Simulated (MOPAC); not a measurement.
**Run report: C4H2O3, geometry relaxation (part 1 of 2)**

System: C4H2O3, SMILES O=C1C=CC(=O)O1.
Method: PM6-D3, closed shell, dispersion D3 (MOPAC 23.2.5).

The atoms were displaced at random from an optimised geometry.

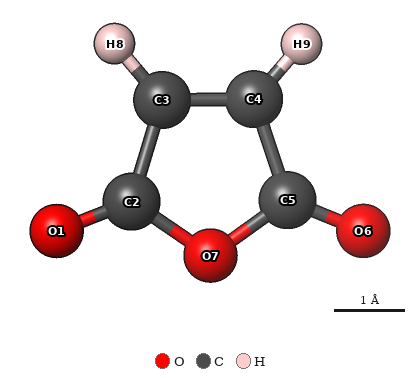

*The structure as given in the input (ball-and-stick view, seen at a tilt; atoms are numbered from 1 in the order of the input).*

## The input (run.mop)
```
PM6-D3 CYCLES=300 GNORM=0.05 DISP BONDS MULLIK THREADS=1 AUX(PRECISION=6)
C4H2O3, PM6-D3

O 1.558602 1 -0.912057 1 -1.680573 1
C 0.802092 1 -0.399734 1 -0.942543 1
C 0.125612 1 -1.001780 1 0.288455 1
C -0.609839 1 -0.043360 1 0.856591 1
C -0.417260 1 1.232939 1 0.037149 1
O -0.889228 1 2.309120 1 0.181779 1
O 0.432414 1 0.926604 1 -1.000430 1
H 0.232933 1 -2.023392 1 0.560258 1
H -1.239332 1 -0.050219 1 1.700777 1
```

Run as:
```bash
mopac run.mop
```

## The program's output
```
MOPAC v23.2.5
PM6-D3 CALCULATION RESULTS

 *  PM6-D3     - CORRECT DISPERSION USING D3 METHOD
 *  THREADS=1  - MULTI-THREADING NOT USED
 *  CYCLES=    - DO A MAXIMUM OF 300 STEPS
 *  GNORM      - EXIT WHEN GRADIENT NORM DROPS BELOW 0.050
 *  AUX        - OUTPUT AUXILIARY INFORMATION
 *  DISP       - PRINT DISPERSION AND HYDROGEN BOND ENERGIES
 *  BONDS      - FINAL BOND-ORDER MATRIX TO BE PRINTED
 *  MULLIK     - THE MULLIKEN ANALYSIS TO BE PERFORMED
PM6-D3 CYCLES=300 GNORM=0.05 DISP BONDS MULLIK THREADS=1 AUX(PRECISION=6)
 C4H2O3, PM6-D3

   ATOM   CHEMICAL          X               Y               Z
  NUMBER   SYMBOL      (ANGSTROMS)     (ANGSTROMS)     (ANGSTROMS)

     1       O          1.55860200  *  -0.91205700  *  -1.68057300  *
     2       C          0.80209200  *  -0.39973400  *  -0.94254300  *
     3       C          0.12561200  *  -1.00178000  *   0.28845500  *
     4       C         -0.60983900  *  -0.04336000  *   0.85659100  *
     5       C         -0.41726000  *   1.23293900  *   0.03714900  *
     6       O         -0.88922800  *   2.30912000  *   0.18177900  *
     7       O          0.43241400  *   0.92660400  *  -1.00043000  *
     8       H          0.23293300  *  -2.02339200  *   0.56025800  *
     9       H         -1.23933200  *  -0.05021900  *   1.70077700  *

          CARTESIAN COORDINATES

    NO.       ATOM           X           Y           Z

     1         O          1.5586     -0.9121     -1.6806
     2         C          0.8021     -0.3997     -0.9425
     3         C          0.1256     -1.0018      0.2885
     4         C         -0.6098     -0.0434      0.8566
     5         C         -0.4173      1.2329      0.0371
     6         O         -0.8892      2.3091      0.1818
     7         O          0.4324      0.9266     -1.0004
     8         H          0.2329     -2.0234      0.5603
     9         H         -1.2393     -0.0502      1.7008

           Empirical Formula: C4 H2 O3  =     9 atoms

      MOLECULAR POINT GROUP   :   C2v

      RHF CALCULATION, NO. OF DOUBLY OCCUPIED LEVELS = 18

          Geometry optimization using EF

          DIAGONAL MATRIX USED AS START HESSIAN
```

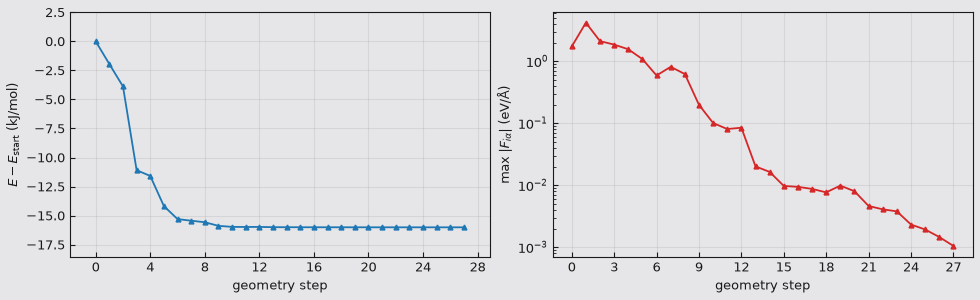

*Progress of the relaxation, step by step (steps are counted from 0).*

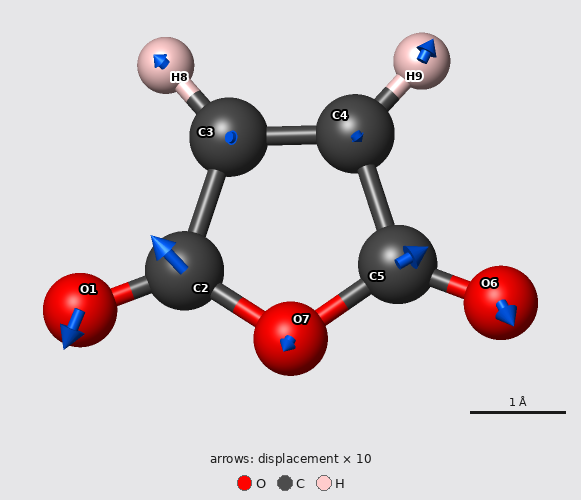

*The starting structure with the displacements as blue arrows, magnified 10 times (ball-and-stick view, seen at a tilt). The two geometries are laid on each other by the best rigid fit.*

C2 moves most after the best rigid fit: 0.052 Å. By element the largest moves are C 0.052 Å, O 0.046 Å, H 0.028 Å. Among the contacts that change: C2–O7 1.378 → 1.429 Å, C4–H9 1.053 → 1.081 Å, C2–C3 1.528 → 1.510 Å, C3–H8 1.063 → 1.081 Å. Among the angles that change: O1–C2–C3 128.3° → 133.8°, O1–C2–O7 124.5° → 119.9°, C4–C5–O6 130.0° → 133.8°. After 27 geometry steps the energy has fallen by 16.0 kJ/mol. The largest force component goes from 1.7 to 0.001 eV/Å. (Atoms are counted from 1 in the order of the input.)

```
 CYCLE:     1 TIME:   0.012 TIME LEFT:  2.00D  GRAD.:   104.130 HEAT: -81.83565
 CYCLE:     2 TIME:   0.008 TIME LEFT:  2.00D  GRAD.:   206.762 HEAT: -82.30230
 CYCLE:     3 TIME:   0.004 TIME LEFT:  2.00D  GRAD.:   112.126 HEAT: -82.76338
 CYCLE:     4 TIME:   0.004 TIME LEFT:  2.00D  GRAD.:    93.838 HEAT: -84.48561
 CYCLE:     5 TIME:   0.000 TIME LEFT:  2.00D  GRAD.:    73.831 HEAT: -84.60446
 CYCLE:     6 TIME:   0.004 TIME LEFT:  2.00D  GRAD.:    53.468 HEAT: -85.22403
 CYCLE:     7 TIME:   0.004 TIME LEFT:  2.00D  GRAD.:    32.282 HEAT: -85.49149
 CYCLE:     8 TIME:   0.004 TIME LEFT:  2.00D  GRAD.:    28.694 HEAT: -85.52511
 CYCLE:     9 TIME:   0.008 TIME LEFT:  2.00D  GRAD.:    26.578 HEAT: -85.55584
 CYCLE:    10 TIME:   0.004 TIME LEFT:  2.00D  GRAD.:     8.428 HEAT: -85.63067
 CYCLE:    11 TIME:   0.008 TIME LEFT:  2.00D  GRAD.:     5.986 HEAT: -85.65140
 CYCLE:    12 TIME:   0.004 TIME LEFT:  2.00D  GRAD.:     3.361 HEAT: -85.65380
 CYCLE:    13 TIME:   0.004 TIME LEFT:  2.00D  GRAD.:     5.531 HEAT: -85.65215
 CYCLE:    14 TIME:   0.004 TIME LEFT:  2.00D  GRAD.:     0.969 HEAT: -85.65818
 CYCLE:    15 TIME:   0.004 TIME LEFT:  2.00D  GRAD.:     0.836 HEAT: -85.65863
 CYCLE:    16 TIME:   0.004 TIME LEFT:  2.00D  GRAD.:     0.579 HEAT: -85.65923
 CYCLE:    17 TIME:   0.004 TIME LEFT:  2.00D  GRAD.:     0.393 HEAT: -85.65972
 CYCLE:    18 TIME:   0.004 TIME LEFT:  2.00D  GRAD.:     0.322 HEAT: -85.65996
 CYCLE:    19 TIME:   0.004 TIME LEFT:  2.00D  GRAD.:     0.341 HEAT: -85.66015
 CYCLE:    20 TIME:   0.004 TIME LEFT:  2.00D  GRAD.:     0.376 HEAT: -85.66034
 CYCLE:    21 TIME:   0.004 TIME LEFT:  2.00D  GRAD.:     0.289 HEAT: -85.66047
 CYCLE:    22 TIME:   0.000 TIME LEFT:  2.00D  GRAD.:     0.248 HEAT: -85.66057
 CYCLE:    23 TIME:   0.008 TIME LEFT:  2.00D  GRAD.:     0.226 HEAT: -85.66065
 CYCLE:    24 TIME:   0.000 TIME LEFT:  2.00D  GRAD.:     0.183 HEAT: -85.66088
 CYCLE:    25 TIME:   0.004 TIME LEFT:  2.00D  GRAD.:     0.110 HEAT: -85.66090
 CYCLE:    26 TIME:   0.004 TIME LEFT:  2.00D  GRAD.:     0.091 HEAT: -85.66091
 CYCLE:    27 TIME:   0.000 TIME LEFT:  2.00D  GRAD.:     0.063 HEAT: -85.66094
 CYCLE:    28 TIME:   0.004 TIME LEFT:  2.00D  GRAD.:     0.050 HEAT: -85.66095

     GRADIENT =  0.04954 IS LESS THAN CUTOFF =  0.05000

 -------------------------------------------------------------------------------
 PM6-D3 CYCLES=300 GNORM=0.05 DISP BONDS MULLIK THREADS=1 AUX(PRECISION=6)
 C4H2O3, PM6-D3

     GEOMETRY OPTIMISED USING EIGENVECTOR FOLLOWING (EF).
     SCF FIELD WAS ACHIEVED

                              PM6-D3 CALCULATION

          FINAL HEAT OF FORMATION =        -85.66095 KCAL/MOL =    -358.40540 KJ/MOL

          TOTAL ENERGY            =     -32059.90245 KCAL/MOL = ELECTRONIC ENERGY + CORE-CORE REPULSION
          ENERGY OF ATOMS         =      31975.54204 KCAL/MOL
                              SUM =        -84.36041 KCAL/MOL
          DISPERSION ENERGY       =         -1.30000 KCAL/MOL
          H-BOND ENERGY           =         -0.00054 KCAL/MOL
                              SUM =        -85.66095 KCAL/MOL = FINAL HEAT OF FORMATION

          TOTAL ENERGY            =      -1390.24895 EV
          ELECTRONIC ENERGY       =      -4652.52727 EV
          CORE-CORE REPULSION     =       3262.27831 EV
          COSMO AREA              =        117.43 SQUARE ANGSTROMS
          COSMO VOLUME            =        103.26 CUBIC ANGSTROMS

          GRADIENT NORM           =          0.04954          =       0.01651 PER ATOM
          IONIZATION POTENTIAL    =         11.684076 EV
          HOMO LUMO ENERGIES (EV) =        -11.684 -2.027
          NO. OF FILLED LEVELS    =         18
          MOLECULAR WEIGHT        =         98.0580         POINT GROUP:  C2v

          MOLECULAR DIMENSIONS (Angstroms)

            Atom       Atom       Distance
            H     9    O     1     4.53570
            H     8    O     6     4.36893
            O     7    O     1     0.00245

          SCF CALCULATIONS        =         33

          WALL-CLOCK TIME         =      0.129 SECONDS
          COMPUTATION TIME        =      0.100 SECONDS

   ATOM   CHEMICAL          X               Y               Z
  NUMBER   SYMBOL      (ANGSTROMS)     (ANGSTROMS)     (ANGSTROMS)

     1       O          1.57006550  *  -0.90498675  *  -1.72040904  *
     2       C          0.82531835  *  -0.44345015  *  -0.91798396  *
     3       C          0.11561688  *  -1.00191467  *   0.29160714  *
     4       C         -0.61538286  *  -0.03828897  *   0.85513484  *
     5       C         -0.44949499  *   1.23689899  *   0.06447622  *
     6       O         -0.88898134  *   2.33524737  *   0.17392916  *
     7       O          0.44164009  *   0.92974784  *  -1.00913730  *
     8       H          0.24721752  *  -2.03756001  *   0.57239827  *
     9       H         -1.25229076  *  -0.06064260  *   1.72834926  *

                             CARTESIAN COORDINATES

   1    O        1.570065501    -0.904986752    -1.720409035
   2    C        0.825318348    -0.443450146    -0.917983962
   3    C        0.115616878    -1.001914665     0.291607144
   4    C       -0.615382860    -0.038288970     0.855134842
   5    C       -0.449494991     1.236898991     0.064476216
   6    O       -0.888981342     2.335247374     0.173929161
   7    O        0.441640094     0.929747838    -1.009137301
   8    H        0.247217520    -2.037560012     0.572398273
   9    H       -1.252290757    -0.060642597     1.728349259

           Empirical Formula: C4 H2 O3  =     9 atoms

      MOLECULAR POINT GROUP   :   C2v

                  EIGENVALUES
 -33.72371 -33.25970 -32.62016 -28.83188 -24.77145 -22.19309 -21.95422 -17.93118
 -17.56751 -17.20613 -16.38359 -15.72697 -15.28320 -14.95163 -12.69213 -12.52599
 -12.13882 -11.68408  -2.02739   0.27931   0.28382   0.29580   1.31991   1.56542
   2.70257   3.40668   3.71772   4.09584   4.43076   4.44274

              NET ATOMIC CHARGES AND DIPOLE CONTRIBUTIONS

  ATOM NO.   TYPE          CHARGE      No. of ELECS.   s-Pop       p-Pop
    1          O          -0.353845        6.3538     1.84632     4.50752
    2          C           0.608620        3.3914     1.10087     2.29051
    3          C          -0.224457        4.2245     1.14567     3.07879
    4          C          -0.224392        4.2244     1.14568     3.07872
    5          C           0.608604        3.3914     1.10086     2.29053
    6          O          -0.353866        6.3539     1.84631     4.50756
    7          O          -0.468476        6.4685     1.87206     4.59641
    8          H           0.203907        0.7961     0.79609
    9          H           0.203905        0.7961     0.79610
 DIPOLE           X         Y         Z       TOTAL
 POINT-CHG.    -1.498    -3.137     3.421     4.878
 HYBRID         0.111     0.232    -0.253     0.361
 SUM           -1.388    -2.905     3.168     4.517

          ATOMIC ORBITAL ELECTRON POPULATIONS

     Atom    s        px        py        pz
    1  O   1.84632   1.37580   1.68300   1.44872
    2  C   1.10087   0.73729   0.75540   0.79782
    3  C   1.14567   0.98743   1.08911   1.00225
    4  C   1.14568   1.02022   0.99844   1.06006
    5  C   1.10086   0.70815   0.83545   0.74693
    6  O   1.84631   1.50444   1.32833   1.67480
    7  O   1.87206   1.62378   1.41550   1.55713
    8  H   0.79609
    9  H   0.79610

          BONDING CONTRIBUTION OF EACH M.O.

  1.3855  1.3363  1.3817  1.3566  1.3500  1.7171  1.3023  1.3100  1.5681  1.3589
  1.3602  1.6052  1.1910  1.4559  0.7410  1.8424  0.8916  0.7872 -1.9717 -1.9518
 -1.8348 -2.2731 -2.1773 -2.0601 -1.9660 -1.9960 -1.9070 -1.9528 -1.9313 -1.9190

            (VALENCIES)   BOND ORDERS

     1  O     (2.191)     2  C 1.934     7  O 0.135     3  C 0.059     4  C 0.027     5  C 0.019     6  O 0.016

     2  C     (3.789)     1  O 1.934     3  C 0.917     7  O 0.891     6  O 0.019     4  C 0.010

     3  C     (3.952)     4  C 1.947     8  H 0.942     2  C 0.917     1  O 0.059     7  O 0.049     6  O 0.027
                          5  C 0.010

     4  C     (3.952)     3  C 1.947     9  H 0.942     5  C 0.917     6  O 0.059     7  O 0.049     1  O 0.027
                          2  C 0.010

     5  C     (3.789)     6  O 1.934     4  C 0.917     7  O 0.891     1  O 0.019     3  C 0.010

     6  O     (2.191)     5  C 1.934     7  O 0.135     4  C 0.059     3  C 0.027     2  C 0.019     1  O 0.016

     7  O     (2.158)     2  C 0.891     5  C 0.891     1  O 0.135     6  O 0.135     4  C 0.049     3  C 0.049

     8  H     (0.958)     3  C 0.942

     9  H     (0.958)     4  C 0.942

           MULLIKEN POPULATION ANALYSIS

        MULLIKEN POPULATIONS AND CHARGES

      NO.  ATOM   POPULATION      CHARGE
        1    O     6.378960     -0.378960
        2    C     3.352203      0.647797
        3    C     4.288393     -0.288393
        4    C     4.288322     -0.288322
        5    C     3.352216      0.647784
        6    O     6.378982     -0.378982
        7    O     6.493413     -0.493413
        8    H     0.733756      0.266244
        9    H     0.733756      0.266244

 *                    *
 * JOB ENDED NORMALLY *
 *                    *

 TOTAL JOB TIME:             0.13 SECONDS

 == MOPAC DONE ==
```

## Trajectory as extended XYZ (Å, eV, eV/Å), 23 of the 28 frames kept, from step=0 to step=27
```
9
Properties=species:S:1:pos:R:3:forces:R:3 step=0 energy=-3.54873
O     1.5586   -0.9121   -1.6806    0.9170  -0.3239  -1.2898
C     0.8021   -0.3997   -0.9425   -0.0994  -1.7320   1.5594
C     0.1256   -1.0018    0.2885   -0.4855   0.6083  -0.1154
C    -0.6098   -0.0434    0.8566    0.5662   0.1145  -0.6957
C    -0.4173    1.2329    0.0371   -1.3304  -0.2797   1.7304
O    -0.8892    2.3091    0.1818   -0.1107   0.7046  -0.0780
O     0.4324    0.9266   -1.0004    0.7087   1.2879  -1.6545
H     0.2329   -2.0234    0.5603    0.2070  -0.4067  -0.0030
H    -1.2393   -0.0502    1.7008   -0.3729   0.0269   0.5466
9
Properties=species:S:1:pos:R:3:forces:R:3 step=1 energy=-3.56897
O     1.5736   -0.9184   -1.7067   -1.4650   0.8836   1.4890
C     0.8014   -0.4343   -0.8972    2.2935  -0.2953  -2.7837
C     0.1180   -0.9913    0.2877    2.4918  -4.1809  -1.7350
C    -0.6044   -0.0432    0.8387   -3.1214   3.6332   2.9455
C    -0.4372    1.2257    0.0837   -0.0616   1.0872  -0.9991
O    -0.8935    2.3205    0.1799    0.0764  -0.0983   0.1464
O     0.4423    0.9507   -1.0395   -0.2483  -0.8503   0.8978
H     0.2355   -2.0317    0.5609    0.0536  -0.0990   0.0185
H    -1.2455   -0.0505    1.7146   -0.0190  -0.0802   0.0205
9
Properties=species:S:1:pos:R:3:forces:R:3 step=2 energy=-3.58896
O     1.5714   -0.9144   -1.7027   -0.2211   0.1352   0.1872
C     0.8132   -0.4463   -0.9071    0.7801   0.6809  -1.2778
C     0.1288   -1.0153    0.2740   -1.6801   1.9313   1.3707
C    -0.6181   -0.0197    0.8566    1.3929  -2.1115  -0.7965
C    -0.4440    1.2304    0.0879    0.3753   0.5617  -1.2458
O    -0.8947    2.3228    0.1801   -0.0793   0.3316   0.1254
O     0.4442    0.9522   -1.0434   -0.4399  -1.0830   1.2631
H     0.2369   -2.0348    0.5611    0.0521  -0.3743   0.0930
H    -1.2475   -0.0511    1.7184   -0.1800  -0.0719   0.2808
9
Properties=species:S:1:pos:R:3:forces:R:3 step=4 energy=-3.66880
O     1.5770   -0.9190   -1.7189   -1.0024   0.8613   1.0063
C     0.8212   -0.4233   -0.9168    1.0858  -1.5602  -0.8851
C     0.1149   -1.0026    0.2865   -0.1233   0.1479   0.1870
C    -0.6113   -0.0378    0.8609    0.1790   0.0300  -0.3782
C    -0.4372    1.2402    0.0495   -0.7746   0.2192   0.9799
O    -0.8974    2.3334    0.1827    0.2633  -0.3478  -0.1985
O     0.4350    0.9251   -1.0050    0.3819   0.5551  -0.7313
H     0.2383   -2.0430    0.5636    0.0289   0.0818  -0.0618
H    -1.2506   -0.0536    1.7255   -0.0385   0.0126   0.0816
9
Properties=species:S:1:pos:R:3:forces:R:3 step=5 energy=-3.69566
O     1.5820   -0.9135   -1.7170   -0.4755   0.2702   0.4486
C     0.8211   -0.4488   -0.9203    0.4172   0.2577  -0.5493
C     0.1090   -0.9968    0.2866    0.6251  -1.0823  -0.3710
C    -0.6058   -0.0368    0.8553   -0.8085   0.7228   0.7828
C    -0.4487    1.2395    0.0807    0.2215   0.0678  -0.5903
O    -0.8964    2.3349    0.1752    0.0298  -0.0008   0.0626
O     0.4396    0.9354   -1.0206   -0.1254  -0.3909   0.4138
H     0.2395   -2.0443    0.5613   -0.0486   0.1953  -0.0298
H    -1.2529   -0.0543    1.7350    0.1644  -0.0398  -0.1673
```
